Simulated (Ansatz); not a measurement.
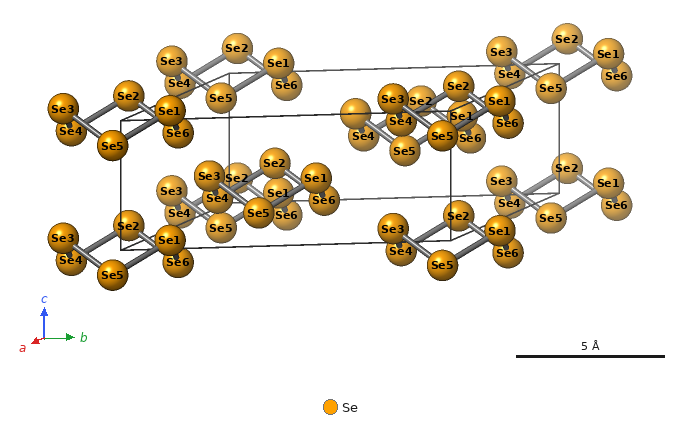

The input geometry of the first run (ball-and-stick view of the cell 3 times as large as that of the calculation, set on its symmetry axes, seen slightly off an axis; atoms are numbered from 1 in the order of the input). An atom can appear more than once, as a periodic image. Near neighbours in the periodic cell (some may lie outside the picture): Se has 2 Se at 2.36 Å.

**Two runs on Se**

System: Se (R-3, 6 atoms in the cell).
Method of the first run: DFT PBE, scalar-relativistic, plane waves, PAW, no spin polarisation (Ansatz 0.2.0).

The structure derives from an entry of the Crystallography Open Database. Text and figures count atoms from 1; the logs count them from 0 in places.

Input, the first run:
```yaml
crystal:
  lattice:
    - [0.0, 1.0e-10, 4.4289999999]
    - [-5.681, -3.2799268793, -1.4763333333]
    - [5.681, -3.2799268793, -1.4763333333]
  atoms:
    - { symbol: Se, position: [0.91818, 0.63752, 0.75567] }
    - { symbol: Se, position: [0.16251, 0.24433, 0.88185] }
    - { symbol: Se, position: [0.28066, 0.11815, 0.36248] }
    - { symbol: Se, position: [0.08182, 0.36248, 0.24433] }
    - { symbol: Se, position: [0.83749, 0.75567, 0.11815] }
    - { symbol: Se, position: [0.71934, 0.88185, 0.63752] }
basis:
  ecutwfc: 420
  fft_grid_basis: typed
kpoints:
  mp_grid: { grid: [6, 6, 6] }
hamiltonian:
  xc: pbe
  pseudopotentials: { kind: paw }
scf:
  occupations: { method: gaussian, width: 0.05 }
output:
  forces: true
  stress: true
  eigenvalues: true
  bader: true
  write_density: true
  volumetric_format: npy
  elf: true
```

Command:
```bash
ansatz run input.yaml --threads 2 --pin off --max-ram 4096MiB --backend cpu --events-out ev --progress --plain --runs-dir out
```

Hardware: 2 threads of Arm Neoverse N1, 98 GiB of memory available, shared host.

Output, shortened to warnings, some set-up lines, iterations and results (the first run):
```
Basis set: ecut = 420 eV, 3197 PW (Γ), exchange–correlation on 60×90×90 points (8 copies of the dense FFT grid, shifted against one another)
Symmetry: 6 space group operations
k-points: 40 of 216
Initial density: superposition of atomic densities (neutral atoms: chi_scale 0, normalization atom), corrected by the library's trained network
[...]
SCF iter   1: F=—  HF=-32814.155240 eV  |F-HF|=—  |Δ(HF+E_count)|=         —  Δρ=1.99e-3  dr2=4.69e-3  ethr=1.77e-3  ⟨swp⟩=6.5  Hψ=8670  notcnv=0  defer=3
SCF iter   2: F=—  HF=-32814.155642 eV  |F-HF|=—  |Δ(HF+E_count)|=   4.02e-4  Δρ=1.07e-3  dr2=1.14e-3  ethr=4.88e-6  ⟨swp⟩=2.0  Hψ=4460  notcnv=0  defer=39
SCF iter   3: F=—  HF=-32814.156506 eV  |F-HF|=—  |Δ(HF+E_count)|=   8.64e-4  Δρ=2.39e-4  dr2=6.96e-5  ethr=1.18e-6  ⟨swp⟩=2.9  Hψ=4079  notcnv=0  defer=39
SCF iter   4: F=—  HF=-32814.156552 eV  |F-HF|=—  |Δ(HF+E_count)|=   4.65e-5  Δρ=8.88e-5  dr2=1.49e-5  ethr=7.25e-8  ⟨swp⟩=2.0  Hψ=4080  notcnv=0  defer=39
SCF iter   5: F=—  HF=-32814.156576 eV  |F-HF|=—  |Δ(HF+E_count)|=   2.31e-5  Δρ=2.69e-5  dr2=1.92e-6  ethr=1.55e-8  ⟨swp⟩=2.0  Hψ=2880  notcnv=0  defer=39
SCF iter   6: F=—  HF=-32814.156578 eV  |F-HF|=—  |Δ(HF+E_count)|=   2.81e-6  Δρ=6.90e-6  dr2=1.04e-7  ethr=2.00e-9  ⟨swp⟩=2.0  Hψ=2880  notcnv=0  defer=39
SCF iter   7: F=-32814.156579 eV  HF=-32814.156579 eV  |F-HF|=1.02e-8  |Δ(HF+E_count)|=   1.59e-7  Δρ=1.52e-6  dr2=4.84e-9  ethr=1.04e-10  ⟨swp⟩=8.6  Hψ=10075  notcnv=0
SCF 1 converged in 7 iterations: F = -32814.156579 eV  dr2 = 4.84e-9
SCF converged after 7 iterations
Free energy (F): -32814.156579 eV
Harris-Foulkes:  -32814.156579 eV  (|F-HF|=1.02e-8)
Internal energy: -32814.156579 eV  (E = F + TS)
E sigma→0 (E₀):  -32814.156579 eV
Fermi energy:    7.137897 eV
--- Per-component energies (eV) ---
  E_band       = -2468.582738
  E_kinetic    = 705.262453
  E_local      = -15719.151994  (includes V_loc(G=0)·N_el)
  E_nonlocal   = -3566.732241
  E_hartree    = 7695.707332
  E_xc         = -622.263877
  E_vxc        = -584.858183  (∫ρ·V_xc dr)
  E_paw        = -11471.928398  (= ΣΔE_a)
  E_vpaw       = 1305.484556  (= ΣTr[D̂ρ^β])
  E_aug_tail   = -0.003589  (compensation charges beyond the density's cutoff)
  E_ewald      = -9835.046265
  E_smearing   = -0.000000  (= −TS)
  E_closure    = -0.000000  (closes the sum)
  Σ components = -32814.156579   (vs F -32814.156579, Δ=0.00e0)
--- Forces (eV/Å), atoms counted from 1 ---
  atom   1  Se     0.16632468     0.33498117     0.28320917
  atom   2  Se    -0.37326454    -0.02344919     0.28320917
  atom   3  Se     0.20693986    -0.31153198     0.28320917
  atom   4  Se    -0.16632468    -0.33498117    -0.28320917
  atom   5  Se     0.37326454     0.02344919    -0.28320917
  atom   6  Se    -0.20693986     0.31153198    -0.28320917
  max |Σ_I F_I| component: 1.11e-16 eV/Å
--- Stress (GPa, compression-positive) ---
        2.813533       0.000000      -0.000000
       -0.000000       2.813533      -0.000000
       -0.000000      -0.000000       2.438845
  P = ⅓ Tr σ = 2.6886 GPa (26.886 kbar)
--- Bader charges: 6 sites ---
  site symbol  charge [e]  shift [e]
     0     Se      0.0000     0.0000
     1     Se      0.0000     0.0000
     2     Se      0.0000     0.0000
     3     Se      0.0000     0.0000
     4     Se      0.0000     0.0000
     5     Se      0.0000     0.0000
  estimated error of the sums over rays = 1.8e-4 e
```

For the second run the input was changed thus:
```diff
-    - [0.0, 1.0e-10, 4.4289999999]
-    - [-5.681, -3.2799268793, -1.4763333333]
-    - [5.681, -3.2799268793, -1.4763333333]
+    - [0.0, 1.0e-10, 4.5995112753]
+    - [-5.8997117985, -3.4062001951, -1.5331704251]
+    - [5.8997117985, -3.4062001951, -1.5331704251]
```

How does the second run compare with the first run?

With the same functional and potentials, the second run lies 4.5 meV per atom higher. The gap on the mesh goes from 1.20 to 1.02 eV. The pressure goes from 2.69 to −2.58 GPa. The largest force goes from 0.469 to 0.679 eV/Å. The volume per atom goes from 27.51 to 30.81 Å³. The number of SCF iterations is the same. The plane waves at Γ go from 3197 to 3635.

Output, shortened to warnings, some set-up lines, iterations and results (the second run):
```
Basis set: ecut = 420 eV, 3635 PW (Γ), exchange–correlation on 64×96×96 points (8 copies of the dense FFT grid, shifted against one another)
Symmetry: 6 space group operations
k-points: 40 of 216
Initial density: superposition of atomic densities (neutral atoms: chi_scale 0, normalization atom), corrected by the library's trained network
[...]
SCF iter   1: F=—  HF=-32814.127605 eV  |F-HF|=—  |Δ(HF+E_count)|=         —  Δρ=1.81e-3  dr2=4.72e-3  ethr=1.77e-3  ⟨swp⟩=6.5  Hψ=8691  notcnv=0  defer=5
SCF iter   2: F=—  HF=-32814.128679 eV  |F-HF|=—  |Δ(HF+E_count)|=   1.07e-3  Δρ=9.79e-4  dr2=1.25e-3  ethr=4.92e-6  ⟨swp⟩=2.0  Hψ=4600  notcnv=0  defer=28
SCF iter   3: F=—  HF=-32814.129632 eV  |F-HF|=—  |Δ(HF+E_count)|=   9.53e-4  Δρ=2.07e-4  dr2=7.56e-5  ethr=1.30e-6  ⟨swp⟩=2.9  Hψ=3983  notcnv=0  defer=28
SCF iter   4: F=—  HF=-32814.129623 eV  |F-HF|=—  |Δ(HF+E_count)|=   8.12e-6  Δρ=8.93e-5  dr2=1.99e-5  ethr=7.88e-8  ⟨swp⟩=2.0  Hψ=4080  notcnv=0  defer=28
SCF iter   5: F=—  HF=-32814.129663 eV  |F-HF|=—  |Δ(HF+E_count)|=   3.99e-5  Δρ=2.79e-5  dr2=2.42e-6  ethr=2.07e-8  ⟨swp⟩=3.0  Hψ=4080  notcnv=0  defer=28
SCF iter   6: F=—  HF=-32814.129667 eV  |F-HF|=—  |Δ(HF+E_count)|=   3.55e-6  Δρ=7.18e-6  dr2=1.10e-7  ethr=2.53e-9  ⟨swp⟩=2.0  Hψ=2880  notcnv=0  defer=28
SCF iter   7: F=-32814.129667 eV  HF=-32814.129667 eV  |F-HF|=1.55e-8  |Δ(HF+E_count)|=   1.88e-7  Δρ=1.56e-6  dr2=5.64e-9  ethr=1.04e-10  ⟨swp⟩=8.9  Hψ=10139  notcnv=0
SCF 1 converged in 7 iterations: F = -32814.129667 eV  dr2 = 5.64e-9
SCF converged after 7 iterations
Free energy (F): -32814.129667 eV
Harris-Foulkes:  -32814.129667 eV  (|F-HF|=1.55e-8)
Internal energy: -32814.129667 eV  (E = F + TS)
E sigma→0 (E₀):  -32814.129667 eV
Fermi energy:    5.630544 eV
--- Per-component energies (eV) ---
  E_band       = -2586.482892
  E_kinetic    = 696.577930
  E_local      = -16325.207812  (includes V_loc(G=0)·N_el)
  E_nonlocal   = -3566.197382
  E_hartree    = 7942.064065
  E_xc         = -617.932320
  E_vxc        = -579.021991  (∫ρ·V_xc dr)
  E_paw        = -11472.985323  (= ΣΔE_a)
  E_vpaw       = 1303.240365  (= ΣTr[D̂ρ^β])
  E_aug_tail   = -0.003533  (compensation charges beyond the density's cutoff)
  E_ewald      = -9470.445293
  E_smearing   = -0.000000  (= −TS)
  E_closure    = -0.000000  (closes the sum)
  Σ components = -32814.129667   (vs F -32814.129667, Δ=0.00e0)
--- Forces (eV/Å), atoms counted from 1 ---
  atom   1  Se    -0.06077151    -0.42896107    -0.52271984
  atom   2  Se     0.40187694     0.16185086    -0.52271984
  atom   3  Se    -0.34110543     0.26711021    -0.52271984
  atom   4  Se     0.06077151     0.42896107     0.52271984
  atom   5  Se    -0.40187694    -0.16185086     0.52271984
  atom   6  Se     0.34110543    -0.26711021     0.52271984
  max |Σ_I F_I| component: 1.11e-16 eV/Å
--- Stress (GPa, compression-positive) ---
       -3.399505       0.000000       0.000000
       -0.000000      -3.399505       0.000000
        0.000000       0.000000      -0.940254
  P = ⅓ Tr σ = -2.5798 GPa (-25.798 kbar)
--- Bader charges: 6 sites ---
  site symbol  charge [e]  shift [e]
     0     Se      0.0000     0.0000
     1     Se      0.0000     0.0000
     2     Se      0.0000     0.0000
     3     Se      0.0000     0.0000
     4     Se      0.0000     0.0000
     5     Se      0.0000     0.0000
  estimated error of the sums over rays = 1.8e-4 e
```

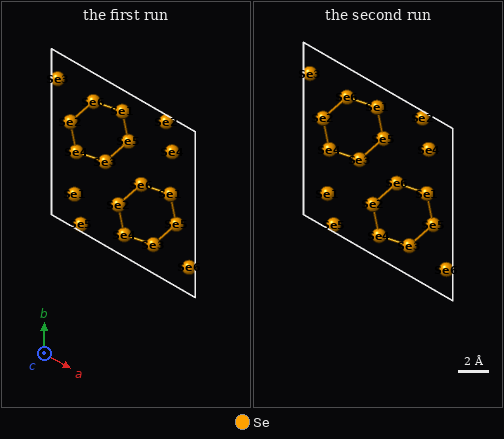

The two input geometries at one scale (ball-and-stick view of the cell 3 times as large as that of the calculation, set on its symmetry axes, along the c axis). No atom moves by more than 0.005 Å relative to the cell. The drawn cell changes as follows: a = b 11.362 → 11.799 Å (+3.8 %), c 4.429 → 4.600 Å (+3.8 %); the volume changes by +12.0 %. Among the contacts that change: Se1–Se5 2.356 → 2.447 Å.

The two runs side by side:

```tsv
quantity	the first run	the second run
outcome	converged	converged
free energy per atom (eV)	−5469.0261	−5469.0216
gap on the mesh (eV)	1.20	1.02
pressure (GPa)	2.69	−2.58
volume per atom (Å³)	27.51	30.81
largest force (eV/Å)	0.469	0.679
SCF iterations	7	7
irreducible k-points	40	40
plane waves at Γ	3197	3635
wall time (shared host)	85 s	78 s
```
